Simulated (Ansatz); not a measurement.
System: Si, space group P6/mmm (No. 191).

Structure:
```yaml
crystal:
  lattice:
    - [-2.62900, 0.00000, 0.00000]
    - [-1.31450, -2.27678, 0.00000]
    - [0.00000, 0.00000, 9.97520]
  atoms:
    - { symbol: Si, position: [0.00000, 0.00000, 0.87500] }
    - { symbol: Si, position: [0.00000, 0.00000, 0.12500] }
    - { symbol: Si, position: [0.00000, 0.00000, 0.37500] }
    - { symbol: Si, position: [0.00000, 0.00000, 0.62500] }
```

Calculation (Ansatz 0.2.0): rigid slide of a crystal across a plane by tilting cell vector c, one fault a cell, unrelaxed, by plane-wave density functional theory with PAW datasets, free energies less that of the undisturbed cell; scalar-relativistic. Level: r2SCAN, no spin polarisation.

- wave cutoff: 500 eV
- k mesh: 26×26×6
- occupations: Gaussian
- smearing width: 0.15 eV
- k shift: (0, 0, 0) (mesh steps)
- start: relaxed
- height of the cut: 0 (fraction of cell vector c)
- slip vector: (1, 1) (multiples of cell vectors a and b)

The points at slip 0.5833, 0.6667, 0.75, 0.8333 and 0.9167 follow from computed ones by symmetry.

Predict the fault energy against slip. The slip takes the values 0.0000, 0.0833, 0.1667, 0.2500, 0.3333, 0.4167, 0.5000, 0.5833, 0.6667, 0.7500, 0.8333, 0.9167.

The highest fault energy among the points, the barrier to rigid slip along this vector, is 1150 mJ/m² at slip 0.333; a local minimum of 1050 mJ/m² at slip 0.5 marks a metastable stacking fault. The spacing at cut is 2.49 Å.

```
slip (fraction of the slip vector)  fault energy (mJ/m²)
                            0.0000                   0.0
                            0.0833                 169.1
                            0.1667                 607.1
                            0.2500                1017.8
                            0.3333                1149.3
                            0.4167                1093.6
                            0.5000                1045.7
                            0.5833                1093.6
                            0.6667                1149.3
                            0.7500                1017.8
                            0.8333                 607.1
                            0.9167                 169.1
```

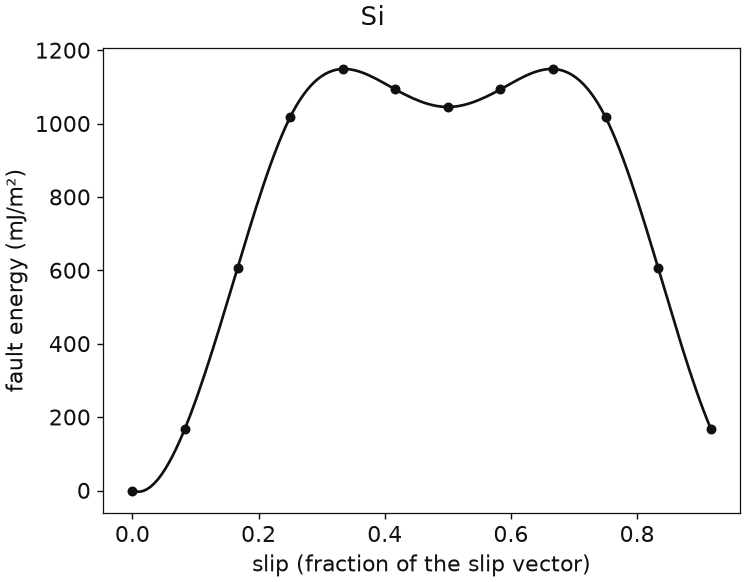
